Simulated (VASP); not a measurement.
Rb

```cif
data_structure
_symmetry_space_group_name_H-M 'P 1'
_symmetry_Int_Tables_number 1
_cell_length_a 5.6120
_cell_length_b 5.6120
_cell_length_c 5.3314
_cell_angle_alpha 90.000
_cell_angle_beta 90.000
_cell_angle_gamma 90.000
_cell_volume 167.91
loop_
_atom_site_label
_atom_site_type_symbol
_atom_site_fract_x
_atom_site_fract_y
_atom_site_fract_z
_atom_site_occupancy
Rb1 Rb 0.00000 0.00000 0.00000 1
Rb2 Rb 0.50000 0.50000 0.50000 1
```

Space group I4/mmm; changed on purpose from its base cell (strain +0.000 along x and y, -0.050 along z, atoms carried along).

Theory: Kohn-Sham DFT of a periodic cell, PBE, VASP PAW PBE potentials, recommended (VASP 6.6.1).

Question: What can the converged valence pseudo-density and electron localisation function tell about the bonding?

Answer: Rb–Rb (4.78 Å): the density is about 0.02 e/Å³ at the midpoint; the ELF is about 0.15 at the midpoint; no shared electron pair shows on this line.

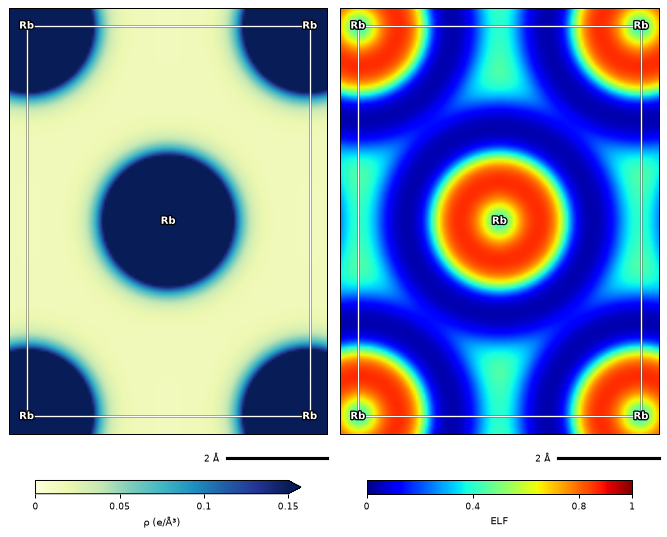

Computed valence pseudo-density and electron localisation function on the (101) plane of the conventional cell, in this order. 

Core electrons are frozen (PAW), and the valence fields are smoothed inside the atomic spheres.
